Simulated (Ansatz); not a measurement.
**Rh: single-point calculation**

The run: single-point calculation of Rh (P6₃/mmc, 2 atoms in the cell). Method and program: DFT r2SCAN, scalar-relativistic, plane waves, PAW, no spin polarisation (Ansatz 0.2.0).

The structure derives from a Materials Project entry. It belongs to a series of runs on one base structure; here: strain +0.000 along x and y, -0.030 along z, atoms carried along. Figures and captions count atoms from 1; the log counts them from 0 in places.

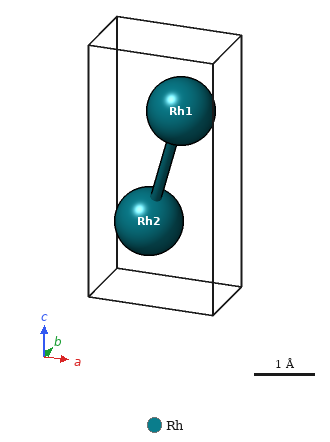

The input geometry (ball-and-stick view of the cell of the calculation, seen slightly off an axis; atoms are numbered from 1 in the order of the input). An atom can appear more than once, as a periodic image. Near neighbours in the periodic cell (some may lie outside the picture): Rh has 12 Rh at 2.66 to 2.73 Å.

Key numbers

| quantity | value |
| --- | --- |
| outcome | converged |
| space group (tolerance 0.01 Å) | P6₃/mmc (194) |
| electrons treated | 34 |
| free energy | −12830.4620 eV |
| Fermi energy | 22.066 eV |
| gap on the k-point mesh | none (metallic) |
| pressure | −1.76 GPa |
| largest force (length of the vector) | under 0.001 eV/Å |
| hardware | 1 thread of Intel Xeon (Sapphire Rapids), 32 GiB of memory available, shared host |
| wall time | 13 s |
| peak memory | 0.51 GiB |

Input
```yaml
crystal:
  lattice:
    - [2.7309790422, 0.0, 0.0]
    - [-1.3654895211, 2.3650972278, 0.0]
    - [0.0, 0.0, 4.29563433]
  atoms:
    - { symbol: Rh, position: [0.6666666667, 0.3333333333, 0.75] }
    - { symbol: Rh, position: [0.3333333333, 0.6666666667, 0.25] }
basis:
  ecutwfc: 500
kpoints:
  mp_grid: { grid: [18, 18, 12] }
hamiltonian:
  xc: r2scan
scf:
  occupations: { method: gaussian, width: 0.15 }
output:
  forces: true
  stress: true
  eigenvalues: true
  write_density: true
  write_potential: true
  elf: true
  volumetric_format: npy
```

Launched with:
```bash
ansatz run input.yaml --threads 1 --pin off --max-ram 2560MiB --backend cpu --events-out ev --progress --plain --runs-dir out
```

The program's output
```
Engine: ansatz 0.2.0, x86_64-unknown-linux-gnu
Pseudopotentials: kind: paw
Pseudopotential: Rh, paw, valence charge 17, recommended cutoff 500 eV (meta_gga), Rh.paw.azcp
Functional definition: r2SCAN
  parameter k0 = 0.174
  parameter k1 = 0.065
  parameter a1 = 4.9479
  exchange = r2scan_x(k0 = k0, k1 = k1, a1 = a1)
  correlation = r2scan_c
Crystal: 2 atoms, lattice volume = 27.746 Å³
Basis set: ecut = 500 eV, 687 PW (Γ), exchange–correlation on 80×80×128 points (64 copies of the dense FFT grid, shifted against one another)
Bands: 21, of which v1, the nominal top of the filled ones, is band 17 counted from 1 (16 counted from 0)
Symmetry: 24 space group operations
Space group: P63/mmc (ITA 194), of the structure as read, at distance tolerance 3.0e-5 Å
k-points: 259 of 3888
Non-local potential: Rh, projectors of the file, l = 0: 3, l = 1: 2, l = 2: 2, l = 3: 1
PAW form: soft (Blöchl's): semilocal exchange-correlation on the pseudo side does not see the compensation charge
PAW frozen core: Rh, regenerated for the run's functional (the file was generated under x = pbe(κ = 0.804, μ = 0.2195149727645171), c = pbe(β = 0.06672455060314922))
PAW one-centre angular grid: Rh, 590 points (default); XC on 160 Gauss nodes
Initial density: superposition of atomic densities (neutral atoms: chi_scale 0, normalization atom), corrected by the library's trained network
Initial wavefunctions: pseudopotential atomic-orbital guess
Functional: x = r2scan, c = r2scan; τ floored in thin density (d = 2e-4 eV/Å³)
SCF iter   1: F=—  HF=-12830.438063 eV  |F-HF|=—  |Δ(HF+E_count)|=         —  Δρ=1.12e-2  dr2=8.07e-3  dr2_τ=1.26e-2  ethr=1.77e-3  ⟨swp⟩=4.9  Hψ=21861  notcnv=0
preconditioner: auto → none  [metal: Δε(μ)=0.011 eV  Ē_g=7.866 eV  σ=0.150 eV  W_gap=0.04  n_scr=8 (ndim 8)  ℏωp=29.9 eV  f_vac=0.000  D(μ)=3.23/eV (n_scr^D=36)  sad-step TF]
SCF iter   2: F=—  HF=-12830.459690 eV  |F-HF|=—  |Δ(HF+E_count)|=   2.16e-2  Δρ=6.71e-3  dr2=3.75e-3  dr2_τ=4.52e-4  ethr=2.37e-5  ⟨swp⟩=2.0  Hψ=9855  notcnv=0
SCF iter   3: F=—  HF=-12830.462296 eV  |F-HF|=—  |Δ(HF+E_count)|=   2.61e-3  Δρ=2.41e-3  dr2=1.44e-3  dr2_τ=1.62e-4  ethr=1.10e-5  ⟨swp⟩=2.1  Hψ=8182  notcnv=0
SCF iter   4: F=—  HF=-12830.461954 eV  |F-HF|=—  |Δ(HF+E_count)|=   3.42e-4  Δρ=3.99e-4  dr2=1.36e-5  dr2_τ=1.26e-5  ethr=4.22e-6  ⟨swp⟩=2.6  Hψ=9445  notcnv=0
SCF iter   5: F=—  HF=-12830.461992 eV  |F-HF|=—  |Δ(HF+E_count)|=   3.81e-5  Δρ=1.67e-4  dr2=2.26e-6  dr2_τ=5.97e-7  ethr=4.00e-8  ⟨swp⟩=2.0  Hψ=8577  notcnv=0
SCF iter   6: F=—  HF=-12830.462008 eV  |F-HF|=—  |Δ(HF+E_count)|=   1.68e-5  Δρ=3.31e-5  dr2=1.58e-7  dr2_τ=2.87e-8  ethr=6.64e-9  ⟨swp⟩=2.0  Hψ=9448  notcnv=0
SCF iter   7: F=-12830.462009 eV  HF=-12830.462009 eV  |F-HF|=6.67e-8  |Δ(HF+E_count)|=   1.63e-7  Δρ=1.49e-5  dr2=5.23e-8  dr2_τ=2.36e-9  ethr=2.94e-10  ⟨swp⟩=9.1  Hψ=37051  notcnv=0
SCF 1 converged in 7 iterations: F = -12830.462009 eV  dr2 = 5.23e-8
  greatest PAW one-centre occupation: 1.000 electrons in one spin orbital (limit 2), on the Rh atom at site 1 (counted from 0), in its partial waves of l = 0
```

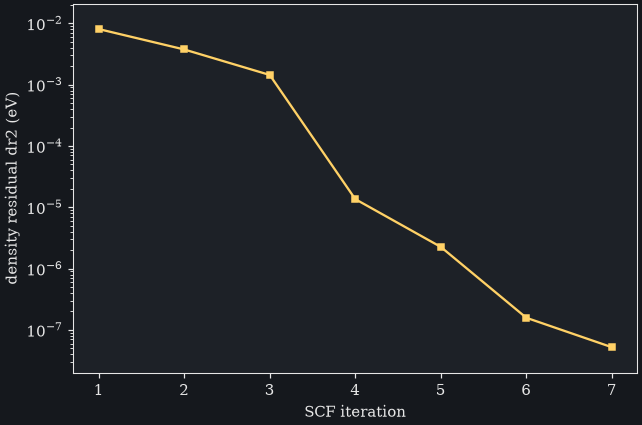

Convergence of the self-consistent field: density residual dr2 against the SCF iteration. The residual falls at every step.

```
SCF converged after 7 iterations
Free energy (F): -12830.462009 eV
Harris-Foulkes:  -12830.462009 eV  (|F-HF|=6.67e-8)
Internal energy: -12830.425871 eV  (E = F + TS)
E sigma→0 (E₀):  -12830.443940 eV
Entropy (-TS):   -0.036138 eV (-18.069 meV/atom)
Fermi energy:    22.066466 eV
--- Per-component energies (eV) ---
  E_band       = -211.856073
  E_kinetic    = 1146.015638
  E_local      = -3153.655208  (includes V_loc(G=0)·N_el)
  E_nonlocal   = 710.973779
  E_hartree    = 1109.888188
  E_xc         = -433.364160
  E_vxc        = -627.911108  (∫ρ·V_xc dr)
  E_paw        = -7208.494416  (= ΣΔE_a)
  E_vpaw       = -549.566560  (= ΣTr[D̂ρ^β])
  E_aug_tail   = 0.001301  (compensation charges beyond the density's cutoff)
  E_vtau       = 42.500525  (kinetic-family band-sum trace: ∫τ·v_τ [+ j·A + Jᵃ·Aᵃ] dr)
  E_ewald      = -5001.051074
  E_core_change = -0.739919  (= ΣΔE_core)
  E_smearing   = -0.036138  (= −TS)
  E_closure    = -0.000000  (closes the sum)
  Σ components = -12830.462009   (vs F -12830.462009, Δ=0.00e0)
--- Forces (eV/Å), atoms counted from 1 ---
  atom   1  Rh    -0.00000000     0.00000000     0.00000000
  atom   2  Rh    -0.00000000    -0.00000000     0.00000000
  max |Σ_I F_I| component: 1.39e-17 eV/Å
--- Stress (GPa, compression-positive) ---
       -3.828926      -0.000000       0.000000
        0.000000      -3.828926       0.000000
        0.000000       0.000000       2.391306
  P = ⅓ Tr σ = -1.7555 GPa (-17.555 kbar)
--- Band table (eV; the first three rows and the last of 259) ---
  k-point 0: bands = ["-59.1432", "-59.0047", "-26.6192", "-25.9187", "-25.9187", "-25.7957", "-25.7902", "-25.7902", "13.8649", "15.6970", "18.9382", "18.9382", "19.0945", "19.5205", "19.5205", "19.8867", "19.8867", "22.1832", "22.1832", "23.2548", "31.4725"]
  k-point 1: bands = ["-59.1408", "-59.0071", "-26.6057", "-25.9165", "-25.9165", "-25.8102", "-25.7924", "-25.7924", "13.9423", "15.7218", "18.8853", "18.8853", "19.0605", "19.4787", "19.4787", "19.9930", "19.9930", "22.1850", "22.1850", "22.9486", "31.8687"]
  k-point 2: bands = ["-59.1340", "-59.0141", "-26.5659", "-25.9102", "-25.9102", "-25.8528", "-25.7989", "-25.7989", "14.1691", "15.7909", "18.7824", "18.7824", "18.9666", "19.3649", "19.3649", "20.2522", "20.2522", "22.1789", "22.1789", "22.1813", "32.9045"]
  k-point 258: bands = ["-58.9986", "-58.9986", "-26.4203", "-26.4203", "-26.2084", "-26.2084", "-25.9214", "-25.9214", "17.0584", "17.0584", "17.6659", "17.6659", "18.8593", "18.8593", "20.1847", "20.1847", "22.2130", "22.2130", "29.7715", "29.7715", "31.9558"]
```

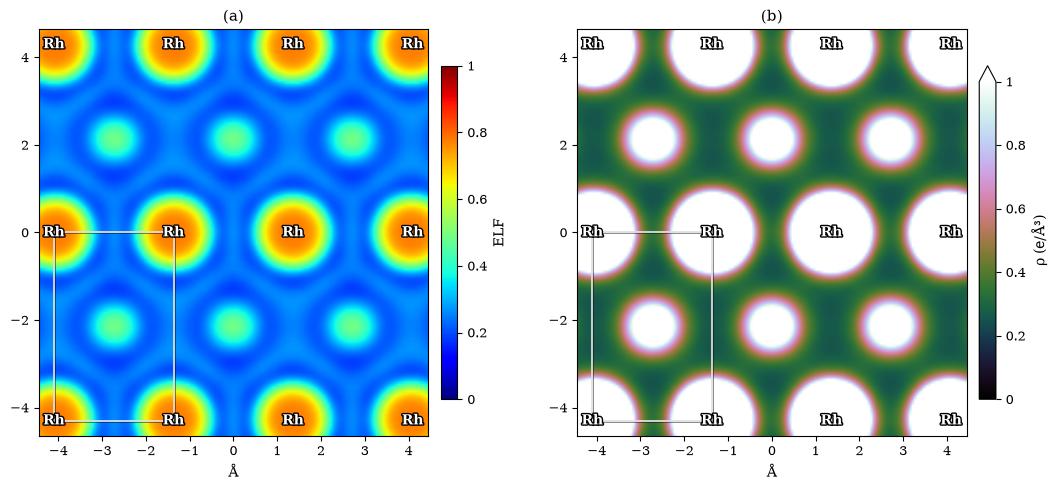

(a) electron localisation function; (b) valence electron density on the (010) plane of the conventional cell. Rh–Rh (2.73 Å): ρ is about 0.34 e/Å³ halfway; the ELF is about 0.25 at the midpoint (no localised pair between them). Away from the nuclei the density in this plane falls to 0.25 e/Å³ at its lowest. The strong features right at Rh lie inside the PAW spheres (semicore, d or f shells) and say nothing about bonding. In a PAW calculation such maps are meaningful between the atoms, not at the nuclei.

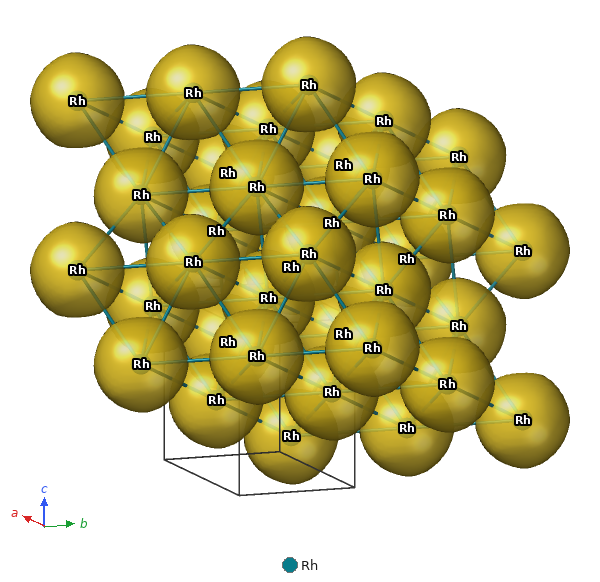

Isosurface of the valence pseudo-density at 0.5 e/Å³ (yellow), seen at an oblique angle. Sticks mark near contacts. The outline is the cell set on symmetry axes. At this value the density breaks into separate islands; it holds about 85 % of the electrons treated as valence (semicore included). It is pinched off along the Rh–Rh (2.66 Å) and Rh–Rh (2.73 Å) contacts. On the grid the lowest density along these lines, outside the cores, is 0.39 e/Å³ (Rh–Rh, 2.66 Å) and 0.35 e/Å³ (Rh–Rh, 2.73 Å).
